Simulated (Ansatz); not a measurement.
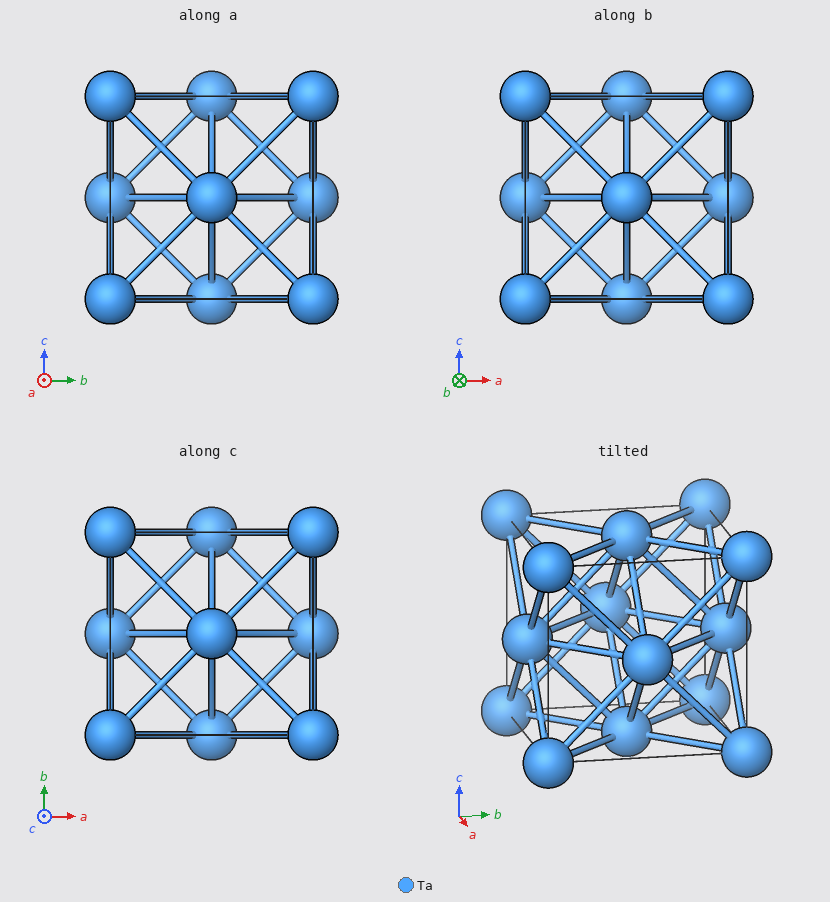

View along the a axis, along the b axis, along the c axis and slightly off an axis, drawn as a ball-and-stick model. Lines trace the edges of the conventional unit cell.

Lattice parameters: a = 4.429 Å, b = 4.429 Å, c = 4.429 Å, α = 90.00°, β = 90.00°, γ = 90.00°. Put a along x and b in the xy plane.

**Set out the cell and atoms as a POSCAR file.**

```
Ta
1.0
     4.429    0.000    0.000
     0.000    4.429    0.000
     0.000    0.000    4.429
Ta
4
Direct
  0.0000 0.0000 0.0000
  0.0000 0.5000 0.5000
  0.5000 0.0000 0.5000
  0.5000 0.5000 0.0000
```

Its origin is a structure type filled with this element by a generator (whether the element takes this form wasn't checked). Earlier steps of the study may have refined or changed the cell and positions. It was run through Ansatz as a DFT input.

At this level of theory the cell isn't at rest (stretched, at -16 GPa), so its distances can differ from those at equilibrium, the more so the softer the solid.
